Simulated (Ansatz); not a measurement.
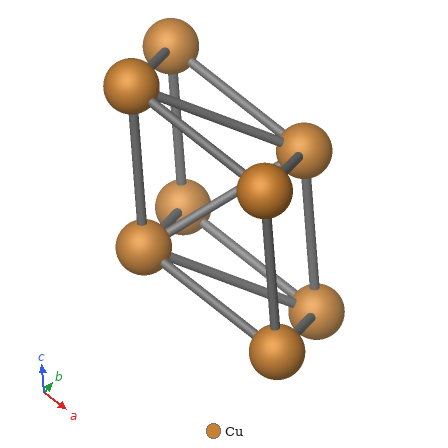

System: Cu, space group I4/mmm (No. 139). The picture shows the cell.

Starting cell:
```
CELL_PARAMETERS angstrom
-1.44279 1.44279 1.37608
1.44279 -1.44279 1.37608
1.44279 1.44279 -1.37608
ATOMIC_POSITIONS crystal
Cu 0.00000 0.00000 0.00000
```

Calculation (Ansatz 0.2.0): deformation of a crystal at fixed volume, lengths along the axis scaled against those across it, fractional coordinates fixed, by plane-wave density functional theory with PAW datasets, free energies less that of the undisturbed cell, pressure positive in compression; scalar-relativistic. Level: PBE, no spin polarisation.

- wave cutoff: 420 eV
- k mesh: 26×26×26
- occupations: Gaussian
- smearing width: 0.15 eV
- k shift: (0, 0, 0) (mesh steps)
- start: as given
- path: tetragonal
- axis direction: (0, 0, 1) (Cartesian unit vector)

Describe the result: the energy change and pressure against relative axial ratio. The relative axial ratio takes the values 0.80, 0.85, 0.92, 0.96, 1.00, 1.05, 1.10, 1.20.

The energy change falls from 74.77 meV/atom at relative axial ratio 0.80 to −8.59 meV/atom at 1.20. The pressure goes from 11.538 GPa at relative axial ratio 0.80 to 7.263 GPa at 1.20, not monotonically, with a low of 7.239 GPa at 1.05.

```json
{"axial ratio relative to the start": "0.80", "energy change (meV/atom)": "74.77", "pressure (GPa)": "11.538"}
{"axial ratio relative to the start": "0.85", "energy change (meV/atom)": "28.63", "pressure (GPa)": "9.318"}
{"axial ratio relative to the start": "0.92", "energy change (meV/atom)": "3.95", "pressure (GPa)": "7.773"}
{"axial ratio relative to the start": "0.96", "energy change (meV/atom)": "0.49", "pressure (GPa)": "7.447"}
{"axial ratio relative to the start": "1.00", "energy change (meV/atom)": "0.00", "pressure (GPa)": "7.296"}
{"axial ratio relative to the start": "1.05", "energy change (meV/atom)": "0.12", "pressure (GPa)": "7.239"}
{"axial ratio relative to the start": "1.10", "energy change (meV/atom)": "-0.78", "pressure (GPa)": "7.270"}
{"axial ratio relative to the start": "1.20", "energy change (meV/atom)": "-8.59", "pressure (GPa)": "7.263"}
```

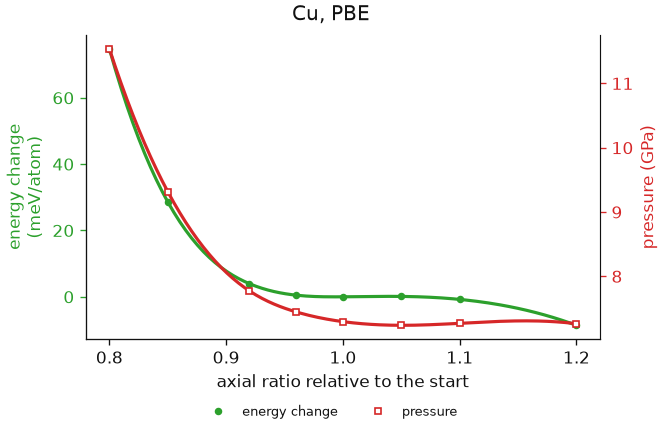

Note: reference crystal is not relaxed; shape and atomic fractions are frozen while scaling, which makes layered, chain and framework solids too stiff.
